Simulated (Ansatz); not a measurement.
Input of the run:

```
crystal:
  lattice:
    - [2.5005826042, 0.0, 0.0]
    - [-1.2502913021, 2.1655680595, 0.0]
    - [0.0, 0.0, 6.5236361402]
  atoms:
    - { symbol: B, position: [0.3333333333, 0.6666666667, 0.25] }
    - { symbol: B, position: [0.6666666667, 0.3333333333, 0.75] }
    - { symbol: "N", position: [0.3333333333, 0.6666666667, 0.75] }
    - { symbol: "N", position: [0.6666666667, 0.3333333333, 0.25] }
kpoints:
  mp_grid: { grid: [9, 9, 4] }
hamiltonian:
  xc: pbe
scf:
  occupations: { method: fixed }
  n_extra_bands: 5
output:
  forces: true
  stress: true
  eigenvalues: true
```

Launched with:
```bash
ansatz run input.yaml --threads 4 --pin off --max-ram 3686MiB --backend cpu --events-out ev --progress --plain --runs-dir out
```

Predict the main features of the density of states.

There is a gap; over the k points computed it is 4.39 eV (indirect; the smallest direct gap is 4.65 eV). The upper group of valence states starts about 8.8 eV under the valence-band top, with a gap beneath it; it holds about 12 electrons a cell. Within the window shown, the tallest peak of the filled states lies 3.7 eV under the valence-band top, at about 3.1 states per eV and cell.

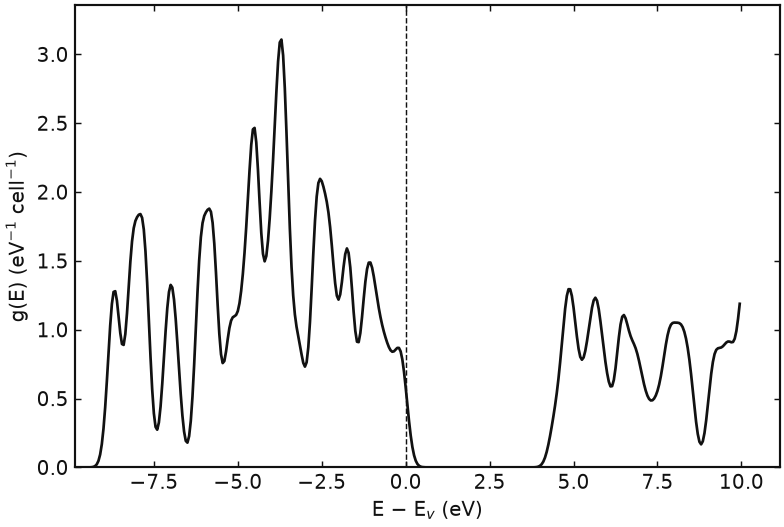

Density of states. Energies are counted from the top of the valence band. The curve is built from the levels of the k mesh with Gaussians 0.4 eV wide, which also blur the band edges.
